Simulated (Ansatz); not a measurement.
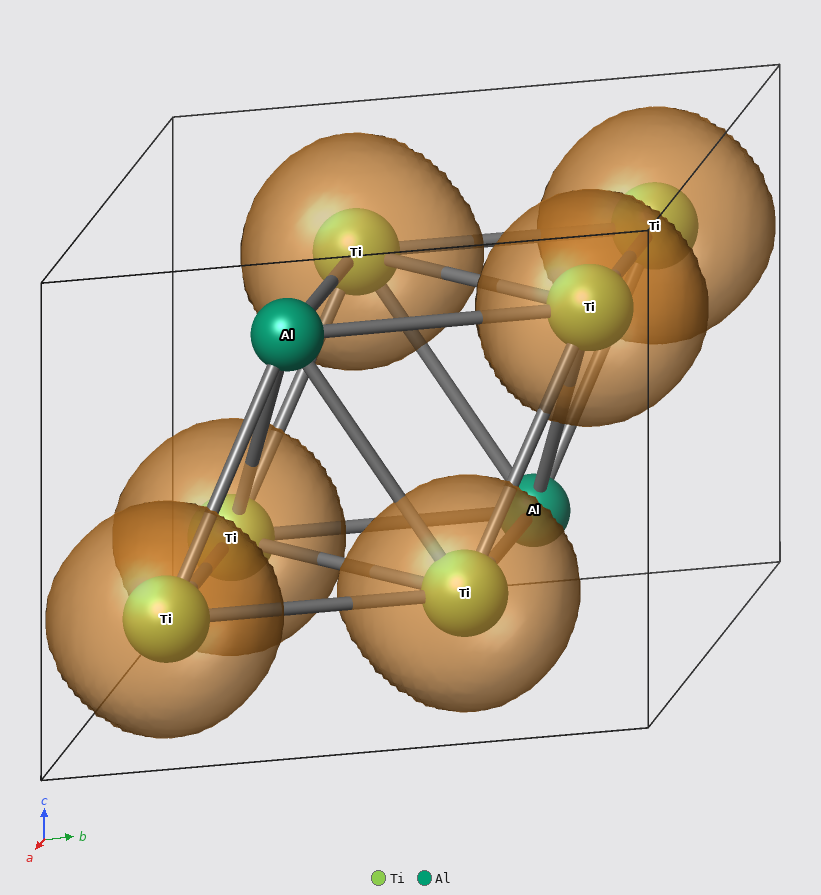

Figure. Ti$_{3}$Al. Isosurface of the valence charge density (pseudo) at 0.3 e/Å³ (orange), seen slightly off an axis. Sticks mark near contacts.

Space group P6₃/mmc; computed without spin polarisation.

All numbers below come from Ansatz, DFT PBE, scalar-relativistic, plane waves, PAW.

The density is the valence pseudo-density of a PAW calculation; it isn't the true density close to the nuclei.

Input

```
crystal:
  lattice:
    - [5.7553065053, 0.0, 0.0]
    - [-2.8776532527, 4.9842416402, 0.0]
    - [0.0, 0.0, 4.6543270074]
  atoms:
    - { symbol: Ti, position: [0.8302437518, 0.1697562482, 0.25] }
    - { symbol: Ti, position: [0.6604875036, 0.8302437518, 0.75] }
    - { symbol: Ti, position: [0.8302437518, 0.6604875036, 0.25] }
    - { symbol: Ti, position: [0.1697562482, 0.8302437518, 0.75] }
    - { symbol: Ti, position: [0.3395124964, 0.1697562482, 0.25] }
    - { symbol: Ti, position: [0.1697562482, 0.3395124964, 0.75] }
    - { symbol: Al, position: [0.3333333333, 0.6666666667, 0.25] }
    - { symbol: Al, position: [0.6666666667, 0.3333333333, 0.75] }
basis:
  ecutwfc: 420
kpoints:
  mp_grid: { grid: [9, 9, 8] }
hamiltonian:
  xc: pbe
scf:
  occupations: { method: fermi_dirac, width: 0.15 }
output:
  forces: true
  stress: true
  eigenvalues: true
  write_density: true
  write_potential: true
  elf: true
  volumetric_format: npy
relax:
  adjacent_minimum: "off"
  f_tol: 0.001
  max_steps: 60
  cell: { stress_tol: 0.01 }
```

Launched as:

```sh
ansatz run input.yaml --threads 4 --pin off --max-ram 10240MiB --backend cpu --events-out ev --progress --plain --runs-dir out
```

Below, planes, directions and counts refer to the conventional cell (a = 5.77 Å, b = 5.77 Å, c = 4.66 Å, α = 90.00°, β = 90.00°, γ = 120.00°).

The fields are those of the run's last geometry, not of the input's.

> How is the density connected at this value?

At this value the density breaks into separate islands; it holds about 75 % of the electrons treated as valence (semicore included). It bridges none of the near contacts. It is pinched off along the sampled Ti–Ti (2.83 Å), Ti–Al (2.85 Å), Ti–Ti (2.88 Å) and Ti–Ti (2.93 Å) contacts. On the grid the lowest density along these lines, outside the cores, is 0.21 e/Å³ (Ti–Ti, 2.83 Å), 0.2 e/Å³ (Ti–Al, 2.85 Å), 0.19 e/Å³ (Ti–Ti, 2.88 Å) and 0.19 e/Å³ (Ti–Ti, 2.93 Å).
